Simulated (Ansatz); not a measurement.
Run report: ZnF2, band-structure calculation

ZnF2 (P4₂/mnm, 6 atoms in the cell), computed with DFT PBE, scalar-relativistic, plane waves, PAW, no spin polarisation (Ansatz 0.2.0).

The structure was made by a generator, so it may or may not be a known phase. Figures and captions count atoms from 1; the log counts them from 0 in places.

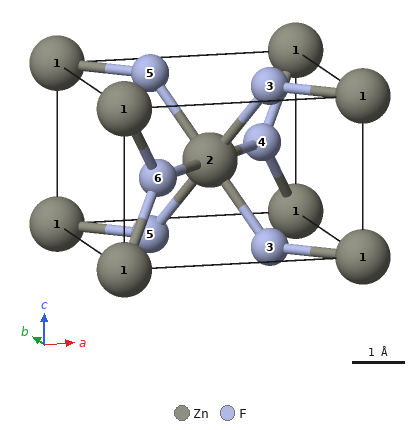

The structure as given in the input (ball-and-stick view of the cell of the calculation, seen slightly off an axis; atoms are numbered from 1 in the order of the input). An atom can appear more than once, as a periodic image. Near neighbours in the periodic cell (some may lie outside the picture): Zn has 6 F at 2.07 Å; F has 3 Zn at 2.07 Å.

**The input**
```yaml
crystal:
  lattice:
    - [4.7994298519, 0.0, 0.0]
    - [0.0, 4.7994298519, 0.0]
    - [0.0, 0.0, 3.1762544017]
  atoms:
    - { symbol: Zn, position: [0.0, 0.0, 0.0] }
    - { symbol: Zn, position: [0.5, 0.5, 0.5] }
    - { symbol: F, position: [0.6957099756, 0.3042900244, 0.0] }
    - { symbol: F, position: [0.8042900244, 0.8042900244, 0.5] }
    - { symbol: F, position: [0.3042900244, 0.6957099756, 0.0] }
    - { symbol: F, position: [0.1957099756, 0.1957099756, 0.5] }
basis:
  ecutwfc: 420
kpoints:
  mp_grid: { grid: [6, 6, 8] }
  band_path:
    path:
      - [[0.0, 0.0, 0.0], [0.0, 0.5, 0.0], [0.5, 0.5, 0.0], [0.0, 0.0, 0.0], [0.0, 0.0, 0.5], [0.0, 0.5, 0.5], [0.5, 0.5, 0.5], [0.0, 0.0, 0.5]]
      - [[0.0, 0.5, 0.0], [0.0, 0.5, 0.5]]
      - [[0.5, 0.5, 0.0], [0.5, 0.5, 0.5]]
    npoints: 14
hamiltonian:
  xc: pbe
scf:
  occupations: { method: gaussian, width: 0.02 }
  n_extra_bands: 15
output:
  forces: true
  stress: true
  eigenvalues: true
  populations: true
  dos: { projected: true, de: 0.02, nscf_kmesh: { grid: [9, 9, 12] } }
  bader: true
  write_density: true
  write_potential: true
  elf: true
  volumetric_format: npy
```

Launched with:
```bash
ansatz run input.yaml --threads 1 --pin off --max-ram 2560MiB --backend cpu --events-out ev --progress --plain --runs-dir out
```

**What the program printed**
```
scf.n_extra_bands = 15 over 26 filled bands (N_el = 52.0): the run solves 41 bands
Engine: ansatz 0.2.0, x86_64-unknown-linux-gnu
Pseudopotentials: kind: paw
Pseudopotential: Zn, paw, valence charge 12, recommended cutoff 420 eV (normal), Zn.paw.azcp
Pseudopotential: F, paw, valence charge 7, recommended cutoff 420 eV (normal), F.paw.azcp
Functional definition: PBE
  parameter kappa = 0.804
  parameter beta = 0.06672455060314922
  exchange = pbe_x(kappa = kappa, mu = beta*pi^2/3)
  correlation = pbe_c(beta = beta)
Crystal: 6 atoms, lattice volume = 73.164 Å³
Basis set: ecut = 420 eV, 1431 PW (Γ), exchange–correlation on 72×72×48 points (8 copies of the dense FFT grid, shifted against one another)
Bands: 41, of which v1, the nominal top of the filled ones, is band 26 counted from 1 (25 counted from 0)
Symmetry: 16 space group operations
Space group: P42/mnm (ITA 136), of the structure as read, at distance tolerance 4.2e-5 Å
k-points: 50 of 288
Non-local potential: Zn, projectors of the file, l = 0: 2, l = 1: 2, l = 2: 3, l = 3: 1
Non-local potential: F, projectors of the file, l = 0: 2, l = 1: 2, l = 2: 1
PAW form: soft (Blöchl's): semilocal exchange-correlation on the pseudo side does not see the compensation charge
PAW one-centre angular grid: Zn, 590 points (default); XC on 64 Gauss nodes
PAW one-centre angular grid: F, 110 points (default); XC on 64 Gauss nodes
Initial density: superposition of atomic densities (neutral atoms: chi_scale 0, normalization atom), corrected by the library's trained network
Initial wavefunctions: pseudopotential atomic-orbital guess
Functional: x = pbe(κ = 0.804, μ = 0.2195149727645171), c = pbe(β = 0.06672455060314922)
SCF iter   1: F=—  HF=-9874.194398 eV  |F-HF|=—  |Δ(HF+E_count)|=         —  Δρ=8.91e-4  dr2=1.89e-4  ethr=1.77e-3  ⟨swp⟩=6.1  Hψ=9267  notcnv=0  defer=100
preconditioner: auto → Resta (q_TF=auto, 2.577 Å⁻¹)  ε∞=3.4  [insulator: Δε(μ)=3.519 eV  Ē_g=20.079 eV  σ=0.020 eV  W_gap=1.00  n_scr=18 (ndim 8)  ℏωp=31.3 eV  f_vac=0.137  D(μ)=0.00/eV (n_scr^D=0)  ε∞_Penn≈3.4]
SCF iter   2: F=—  HF=-9874.195475 eV  |F-HF|=—  |Δ(HF+E_count)|=   1.08e-3  Δρ=5.39e-4  dr2=8.99e-5  ethr=3.64e-7  ⟨swp⟩=2.8  Hψ=4068  notcnv=0  defer=365
SCF iter   3: F=—  HF=-9874.195399 eV  |F-HF|=—  |Δ(HF+E_count)|=   7.60e-5  Δρ=2.82e-4  dr2=1.57e-5  ethr=1.73e-7  ⟨swp⟩=2.4  Hψ=2510  notcnv=0  defer=365
SCF iter   4: F=—  HF=-9874.195497 eV  |F-HF|=—  |Δ(HF+E_count)|=   9.78e-5  Δρ=1.05e-4  dr2=4.97e-6  ethr=3.01e-8  ⟨swp⟩=2.0  Hψ=2841  notcnv=0  defer=365
SCF iter   5: F=—  HF=-9874.195497 eV  |F-HF|=—  |Δ(HF+E_count)|=   3.44e-7  Δρ=4.02e-5  dr2=6.51e-7  ethr=9.55e-9  ⟨swp⟩=2.0  Hψ=2685  notcnv=0  defer=365
SCF iter   6: F=-9874.195497 eV  HF=-9874.195497 eV  |F-HF|=7.67e-8  |Δ(HF+E_count)|=   3.23e-7  Δρ=9.62e-6  dr2=5.43e-8  ethr=1.92e-10  ⟨swp⟩=11.5  Hψ=14919  notcnv=0
SCF 1 converged in 6 iterations: F = -9874.195497 eV  dr2 = 5.43e-8
  greatest PAW one-centre occupation: 0.994 electrons in one spin orbital (limit 2), on the Zn atom at site 0 (counted from 0), in its partial waves of l = 2
```

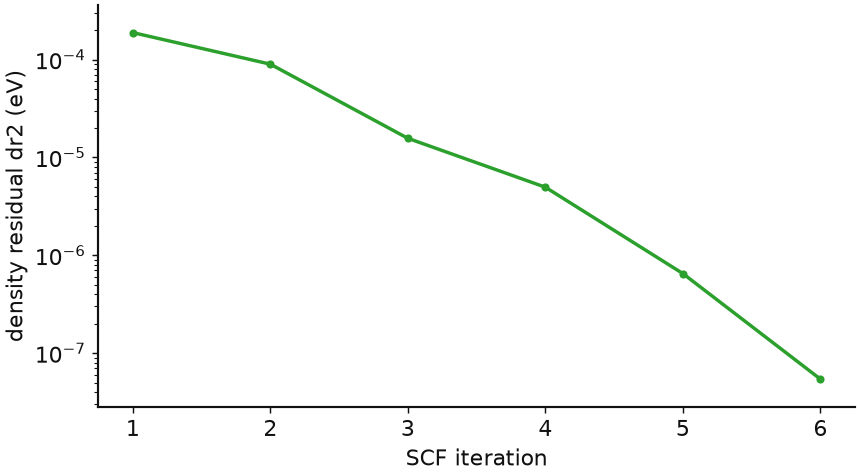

Convergence of the self-consistent field: density residual dr2 against the SCF iteration. The residual falls at every step.

```
NSCF: frozen V_eff on 129 k-points
NSCF: frozen V_eff on 105 k-points
SCF converged after 6 iterations
Free energy (F): -9874.195497 eV
Harris-Foulkes:  -9874.195497 eV  (|F-HF|=7.67e-8)
Internal energy: -9874.195497 eV  (E = F + TS)
E sigma→0 (E₀):  -9874.195497 eV
Fermi energy:    4.666502 eV
--- Per-component energies (eV) ---
  E_band       = -131.218136
  E_kinetic    = 1085.075226
  E_local      = -5882.729920  (includes V_loc(G=0)·N_el)
  E_nonlocal   = 1543.273632
  E_hartree    = 2360.109436
  E_xc         = -587.795790
  E_vxc        = -505.792981  (∫ρ·V_xc dr)
  E_paw        = -4477.397302  (= ΣΔE_a)
  E_vpaw       = -1091.267898  (= ΣTr[D̂ρ^β])
  E_aug_tail   = 0.007370  (compensation charges beyond the density's cutoff)
  E_ewald      = -3914.738148
  E_smearing   = -0.000000  (= −TS)
  E_closure    = 0.000000  (closes the sum)
  Σ components = -9874.195497   (vs F -9874.195497, Δ=0.00e0)
--- Forces (eV/Å), atoms counted from 1 ---
  atom   1  Zn     0.00000000    -0.00000000     0.00000000
  atom   2  Zn     0.00000000     0.00000000     0.00000000
  atom   3  F     -0.00290313     0.00290313     0.00000000
  atom   4  F      0.00290313     0.00290313     0.00000000
  atom   5  F      0.00290313    -0.00290313     0.00000000
  atom   6  F     -0.00290313    -0.00290313     0.00000000
  max |Σ_I F_I| component: 2.17e-18 eV/Å
--- Stress (GPa, compression-positive) ---
        0.026177       0.000000       0.000000
        0.000000       0.026177       0.000000
        0.000000       0.000000      -0.028220
  P = ⅓ Tr σ = 0.0080 GPa (0.080 kbar)
--- Band table (eV; the first three rows and the last of 50) ---
  k-point 0: bands = ["-18.4515", "-17.7757", "-17.7757", "-17.7468", "-2.7665", "-2.0343", "-1.3519", "-1.3519", "-1.1961", "-0.0810", "-0.0214", "-0.0195", "-0.0195", "0.0227", "0.0227", "0.0887", "0.1141", "0.4346", "1.1886", "1.4299", "1.7041", "1.7041", "2.0496", "2.6734", "2.6734", "2.9034", "6.4264", "11.9974", "12.6322", "12.6322", "16.3389", "16.4431", "17.6250", "17.6250", "17.8915", "18.2494", "20.5070", "24.0146", "25.6841", "25.9303", "26.4594"]
  k-point 1: bands = ["-18.4061", "-17.7691", "-17.7691", "-17.7521", "-2.6459", "-1.9833", "-1.3680", "-1.3680", "-1.1166", "-0.3800", "-0.1523", "-0.0720", "-0.0720", "-0.0194", "0.0809", "0.1221", "0.1221", "0.8115", "0.8923", "1.4209", "1.7021", "1.7021", "1.9840", "2.4936", "2.4936", "2.7914", "6.9533", "12.0756", "13.0364", "13.0364", "16.3053", "16.4061", "17.3767", "17.6426", "17.6426", "17.9574", "20.7900", "22.3534", "24.3494", "24.3494", "26.6031"]
  k-point 2: bands = ["-18.2833", "-17.7773", "-17.7530", "-17.7530", "-2.3179", "-1.8583", "-1.3447", "-1.3447", "-0.9767", "-0.8963", "-0.4764", "-0.2470", "-0.2470", "-0.0307", "0.0633", "0.3199", "0.3199", "0.4695", "1.1565", "1.4016", "1.6580", "1.6580", "1.8117", "2.1730", "2.1730", "2.4697", "8.1838", "12.1642", "14.0509", "14.0509", "15.6771", "16.2313", "16.6264", "17.6382", "17.6382", "17.9636", "20.3945", "21.2888", "22.3701", "22.3701", "25.0064"]
  k-point 49: bands = ["-17.9254", "-17.9254", "-17.7599", "-17.7599", "-2.0331", "-2.0331", "-1.3204", "-1.3204", "-1.2272", "-1.2272", "-0.8812", "-0.8812", "-0.1636", "-0.1636", "0.1279", "0.1279", "0.5115", "0.5115", "1.7072", "1.7072", "1.7261", "1.7261", "1.8180", "1.8180", "2.1639", "2.1639", "10.8541", "10.8541", "14.4327", "14.4327", "15.0839", "15.0839", "15.5341", "15.5341", "19.9217", "19.9217", "21.9787", "21.9787", "22.0691", "22.0691", "24.0221"]
--- Löwdin populations: 6 sites ---
  site symbol       q [e]
     0     Zn     10.4548
     1     Zn     10.4548
     2      F      7.7112
     3      F      7.7112
     4      F      7.7112
     5      F      7.7112
  spilling = 0.004724 (of n_electrons = 52.000000)
--- Bader charges: 6 sites ---
  site symbol  charge [e]  shift [e]
     0     Zn      1.4774     0.0071
     1     Zn      1.4774     0.0071
     2      F     -0.7387     0.0035
     3      F     -0.7387     0.0035
     4      F     -0.7387     0.0035
     5      F     -0.7387     0.0035
  estimated error of the sums over rays = 2.5e-4 e
```

**File bader_charges.tsv**
```
# site	symbol	x_ang	y_ang	z_ang	partial_charge_e	electrons	volume_ang3	relative_density_drop	shared_charge_e	partial_wave_shift_e
# quadrature_error_electrons = 2.5e-4
0	Zn	0.0000	0.0000	0.0000	1.47739	28.52261	9.25	-	1.47739	0.00706
1	Zn	2.3997	2.3997	1.5881	1.47740	28.52260	9.25	-	1.47740	0.00706
2	F	3.3390	1.4604	0.0000	-0.73870	9.73870	13.67	-	-0.73870	0.00353
3	F	3.8601	3.8601	1.5881	-0.73869	9.73869	13.67	-	-0.73869	0.00353
4	F	1.4604	3.3390	0.0000	-0.73869	9.73869	13.67	-	-0.73869	0.00353
5	F	0.9393	0.9393	1.5881	-0.73870	9.73870	13.67	-	-0.73870	0.00353
```

**File populations.tsv**
```
# site	symbol	l	j	q
# orbitals = lowdin
# n_electrons = 52.000000
# spilling = 0.004724
0	Zn	0_4S	-	0.463985
0	Zn	2_3D	-	9.990828
1	Zn	0_4S	-	0.463985
1	Zn	2_3D	-	9.990828
2	F	0_2S	-	1.946965
2	F	1_2P	-	5.764213
3	F	0_2S	-	1.946965
3	F	1_2P	-	5.764213
4	F	0_2S	-	1.946965
4	F	1_2P	-	5.764213
5	F	0_2S	-	1.946965
5	F	1_2P	-	5.764213
```

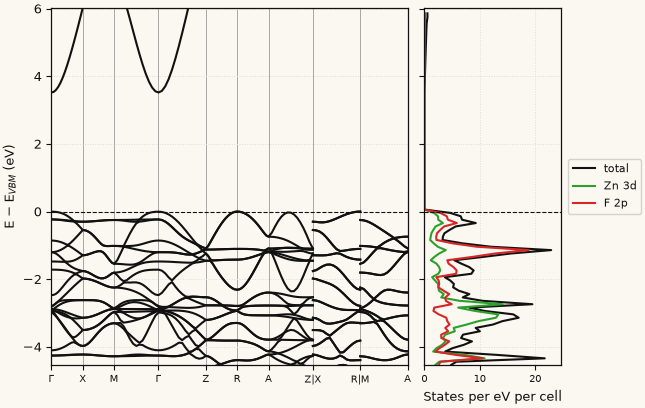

Band structure along Γ–X–M–Γ–Z–R–A–Z|X–R|M–A and density of states (projected on Löwdin-orthogonalised atomic shells), with energies from the valence-band top. There is a gap of 3.52 eV on this path, direct, at Γ.

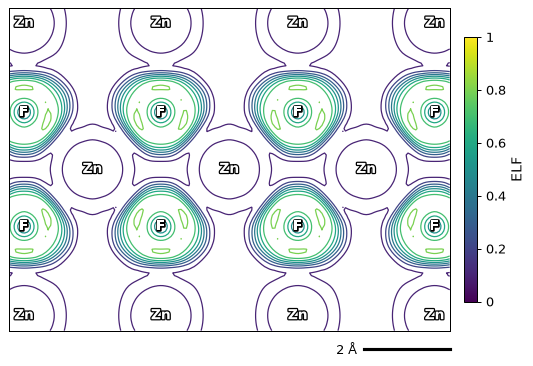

Electron localisation function on the (110) plane of the conventional cell. Atoms in the plane: Zn and F. Zn–F (2.07 Å): the ELF peaks at about 0.80 in the valence shell of F, 0.6 Å from its nucleus, and drops to about 0.10 between the two atoms. The fields are those of the smooth PAW valence density.

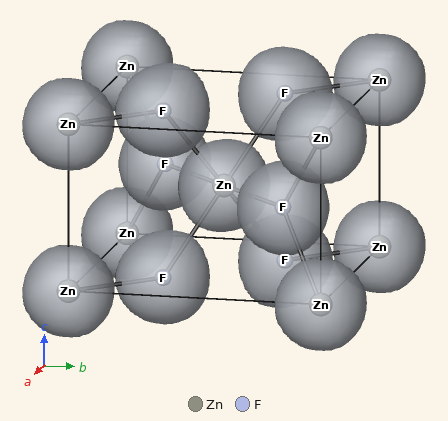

Isosurface of the valence charge density (pseudo) at 0.5 e/Å³ (grey), seen slightly off an axis. Sticks mark near contacts. The outline is the cell set on symmetry axes. At this value the density breaks into separate islands; it holds about 85 % of the electrons treated as valence. It is pinched off along the Zn–F (2.07 Å) contacts. On the grid the lowest density along these lines, outside the cores, is 0.41 e/Å³ (Zn–F, 2.07 Å).

**Key numbers**

- outcome: converged
- space group (tolerance 0.01 Å): P4₂/mnm (136)
- electrons treated: 52
- free energy: −9874.1955 eV
- Fermi energy: 4.667 eV
- gap on the k-point mesh: 3.52 eV
- gap on the band path: 3.52 eV
- pressure: 0.01 GPa
- largest force (length of the vector): 0.004 eV/Å
- hardware: 1 thread of Intel Xeon @ 2.50GHz (Skylake/Cascade Lake), 189 GiB of memory available, shared host
- wall time: 2.6 min
- peak memory: 0.5 GiB
